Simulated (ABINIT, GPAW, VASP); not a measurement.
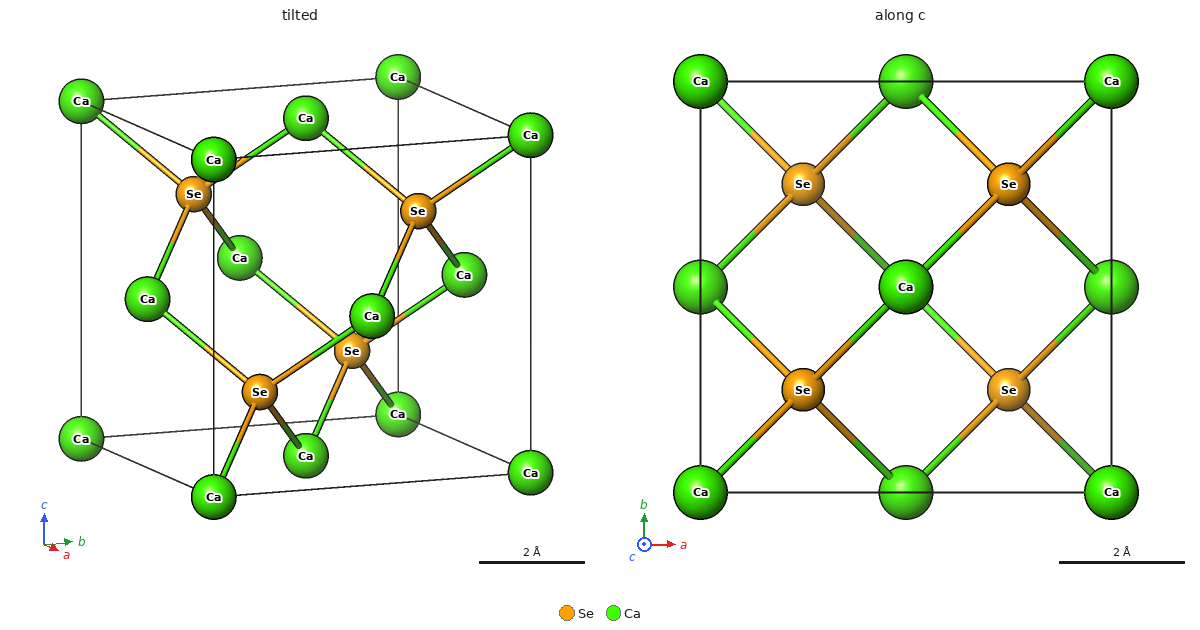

CaSe, zinc blende type, space group F-43m (No. 216), a = 6.600 Å, b = 6.600 Å, c = 6.600 Å, α = 90.00°, β = 90.00°, γ = 90.00° (35.94 Å³/atom). Ball-and-stick drawing of the structure, looking slightly off an axis and along the c axis. Lines trace the edges of the conventional unit cell. The cell is a structure listed in the Materials Project. It needn't be the stable form of this composition.

The cell was scaled uniformly, at fixed shape and fractional positions, in three programs or potential sets. Alike in all runs: functional PBE; k mesh 7 × 7 × 7 on the run's cell of 2 atoms; occupations fermi-dirac, width 0.05 eV; no spin polarisation; no spin-orbit coupling.

Energies from VASP (PBE potentials, release 64 Se, Ca_sv):

```tsv
volume (Å³/atom)	E − E(lowest point) (meV/atom)
33.781	13.84
34.500	5.79
35.218	1.29
35.937	0.00
36.656	1.61
37.374	5.85
38.093	12.47
```

Question: Fit a third-order Birch-Murnaghan equation of state to these points.

Answer: V0 = 35.89 Å³/atom (a0 = 6.597 Å), B0 = 32.5 GPa and B0′ = 4.0. V0 lies 0.1 % below the volume of the cell as given.

The same fit in all programs:

| program | V0 (Å³/atom) | a0 (Å) | B0 (GPa) | B0′ |
| --- | --- | --- | --- | --- |
| VASP (PBE potentials, release 64 Se, Ca_sv) | 35.89 | 6.597 | 32.5 | 4.0 |
| GPAW (PAW data 1.2.1) | 35.91 | 6.598 | 32.5 | 4.0 |
| ABINIT (JTH PAW PBE v2.0) | ? | ? | ? | ? |

Question: What does ABINIT (JTH PAW PBE v2.0) give?

Answer: V0 = 35.74 Å³/atom, a0 = 6.588 Å, B0 = 32.8 GPa and B0′ = 4.6. The other rows span 35.89 to 35.91 Å³/atom and 32.5 to 32.5 GPa.

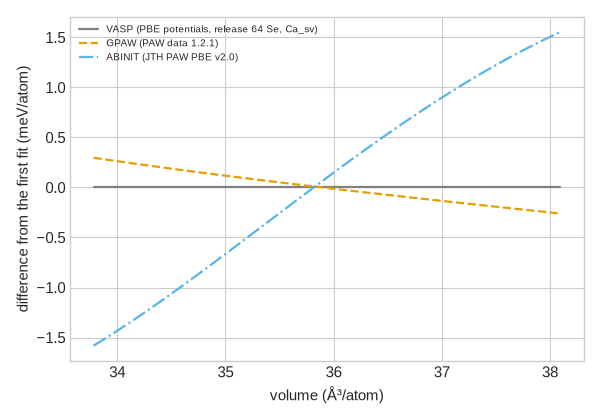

Each fitted curve, counted from its own minimum, less that of VASP (PBE potentials, release 64 Se, Ca_sv). With one functional throughout, the spread comes from potentials, basis sets and numerical settings; B0′ is uncertain by a few tenths over so narrow a range.
